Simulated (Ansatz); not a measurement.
# Al12O (slab): what the fields show

Input

```
crystal:
  lattice:
    - [5.7143028096, 0.0, 0.0]
    - [0.0, 5.7143028096, 0.0]
    - [0.0, 0.0, 21.1750228481]
  atoms:
    - { symbol: Al, position: [0.25, 0.25, 0.1889018033] }
    - { symbol: Al, position: [0.25, 0.75, 0.1889018033] }
    - { symbol: Al, position: [0.75, 0.25, 0.1889018033] }
    - { symbol: Al, position: [0.75, 0.75, 0.1889018033] }
    - { symbol: Al, position: [0.0, 0.0, 0.2873686073] }
    - { symbol: Al, position: [0.0, 0.5, 0.2873686073] }
    - { symbol: Al, position: [0.5, 0.0, 0.2873686073] }
    - { symbol: Al, position: [0.5, 0.5, 0.2873686073] }
    - { symbol: Al, position: [0.25, 0.25, 0.3860691394] }
    - { symbol: Al, position: [0.25, 0.75, 0.3860691394] }
    - { symbol: Al, position: [0.75, 0.25, 0.3860691394] }
    - { symbol: Al, position: [0.75, 0.75, 0.3860691394] }
    - { symbol: O, position: [0.3333333333, 0.3333333333, 0.5574975259], spin: 2.0 }
basis:
  ecutwfc: 420
kpoints:
  mp_grid: { grid: [5, 5, 1] }
hamiltonian:
  xc: pbe
scf:
  occupations: { method: gaussian, width: 0.1 }
output:
  forces: true
  eigenvalues: true
  populations: true
  write_density: true
  write_potential: true
  elf: true
  volumetric_format: npy
magnetization:
  spin_polarized: true
efield:
  axis: 3
  dipole_correction: true
  ramp_width: 0.04
```

Command:

```sh
ansatz run input.yaml --threads 4 --pin off --max-ram 12288MiB --backend cpu --events-out ev --progress --plain --runs-dir out
```

Not relaxed (largest force 0.3 eV/Å); spin-polarised.

Level of theory: DFT PBE, scalar-relativistic, plane waves, PAW (Ansatz).

In a PAW calculation such maps are meaningful between the atoms, not at the nuclei.

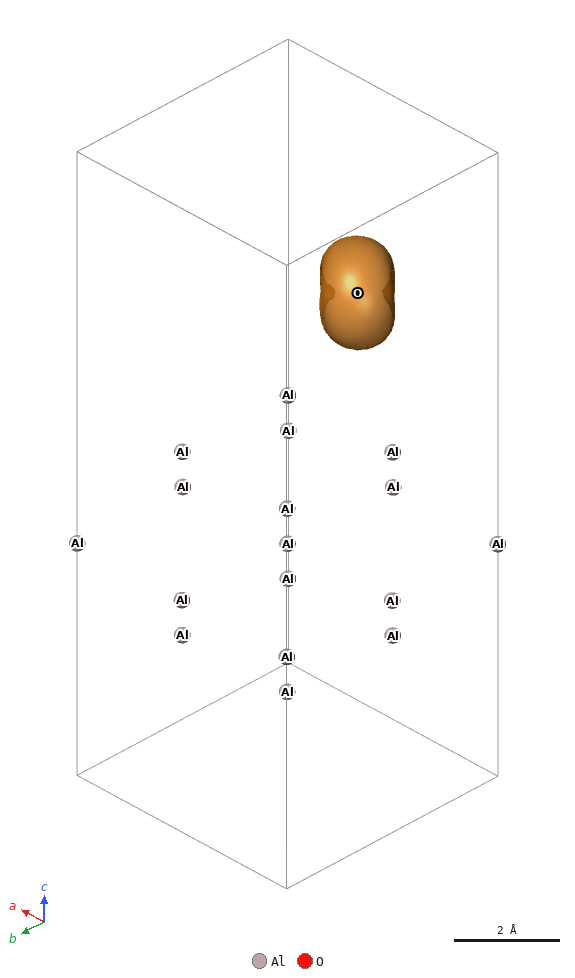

Figure 1. Isosurfaces of the spin density at +0.06 (orange) and −0.06 e/Å³ (purple), seen at an oblique angle.

**Which atoms carry the moments, and with what signs?**

The spin density sits on O: +1.8 μB in one cell of 13 atoms: a single local moment. The cell of the calculation (13 atoms) carries 1.9 μB of net spin moment. Only one sign reaches the isovalue.

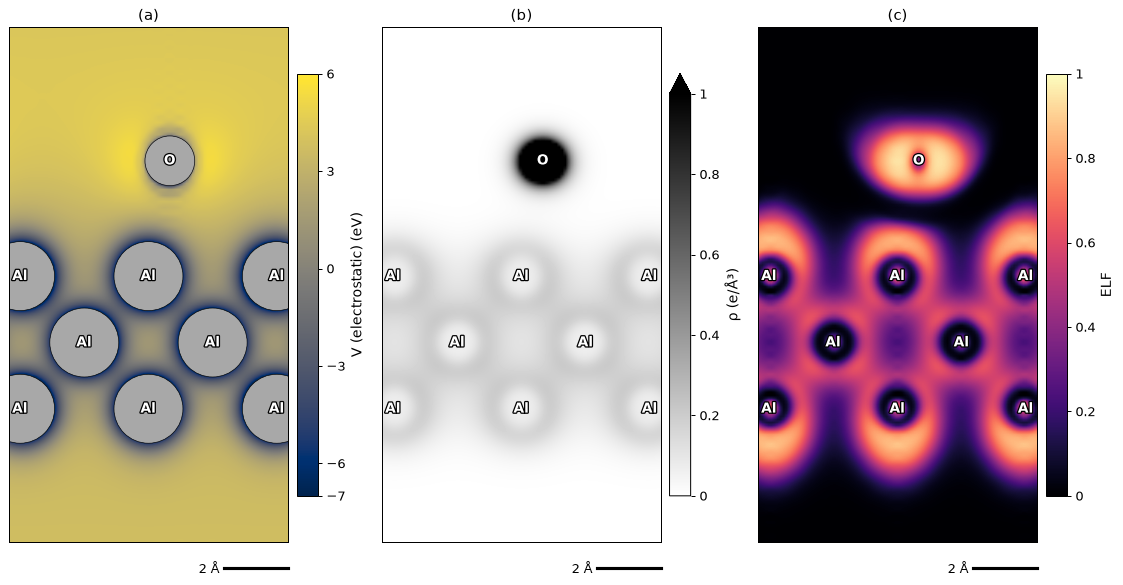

Figure 2. (a) electrostatic potential (local pseudopotential plus Hartree) felt by an electron; (b) valence charge density (pseudo); (c) ELF on the (11̄0) plane of the calculation cell, a cut from vacuum to vacuum. Grey discs cover the atomic cores in the potential map.

**What does the map show?**

The section cuts through Al and O sites. Al–O (3.69 Å): ρ at the midpoint is about 0.03 e/Å³; the ELF peaks at about 0.85 in the valence shell of O, 2.6 Å from its nucleus, and drops to about 0.05 between the two atoms (no shared electron pair shows on this line). Al–Al (2.90 Å): the density is about 0.19 e/Å³ at the midpoint; the ELF peaks at about 0.65 between the atoms. The density dies away to nearly zero in the vacuum.

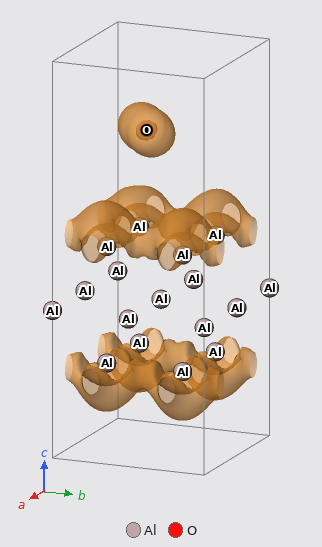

Figure 3. Isosurface of the ELF at 0.7 (orange), seen slightly off an axis. Core shells and regions of very low density are left out.

**Where are the electrons localised?**

The ELF exceeds this value in one region wrapped around O (its valence shell) and sheets that run through the cell in two directions, counted in one cell of 13 atoms. Counts are for one cell; the picture repeats the cell along the surface.


Al–Al (2.86 Å): the ELF peaks at about 0.80 between the atoms.

**Does the calculation give a band gap?**

It is metallic or semimetallic at this level of theory: no gap opens.
